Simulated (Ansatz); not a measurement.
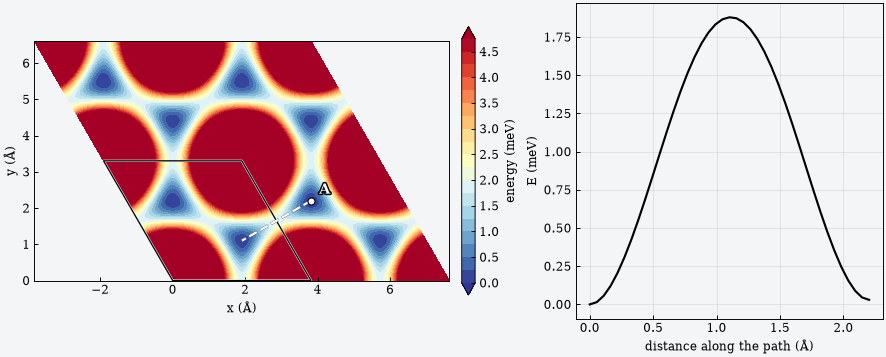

N₂ on a Si(001) slab cut from the P6_3/mmc phase, its upper half relaxed before the scan (8 atoms of substrate and one adsorbate in a 1 × 1 cell). N2 is moved over the surface cell at a fixed height above a rigid substrate; the origin of the map has the adsorbate above Si8; the height is held at 3.70 Å. Places are given modulo a cell vector. The map is drawn in real space over the plane of the surface. The grid has 6 × 6 points; 10 points were computed and 26 follow by symmetry. Energies: meV, counted from the lowest grid point. With one adsorbate in each 1 × 1 cell, its nearest image is 3.8 Å away, so neighbouring adsorbates interact. At a fixed height the lowest place need not be the adsorption site. The calculation used DFT PBE+D3(BJ), scalar-relativistic, plane waves, PAW (Ansatz 0.2.0). Settings: cutoff 420 eV, k-mesh 9×9×1, gaussian smearing 0.05 eV, no spin polarisation.

The picture shows filled contours, a line along the lowest path, the outline of one cell of the 2 × 2 shown, one colour for all values above the top of the scale, the energy along the path at the right, the start A. Between grid points the surface is interpolated.

Describe the path and its barrier.

Answer. The easiest path leads from the well at a threefold hollow, (2/6, 4/6) of the cell vectors to a well of about the same depth at a threefold hollow over a second-layer Si atom, (4/6, 2/6) of the cell vectors. Its highest point lies about 1.9 meV above the bottom of the first well on the interpolated surface, at a bridge site between two Si atoms, (0/6, 3/6) of the cell vectors. This is the barrier on the constrained surface; relaxing the other coordinates would change it.

PAW datasets: the set soft_1.
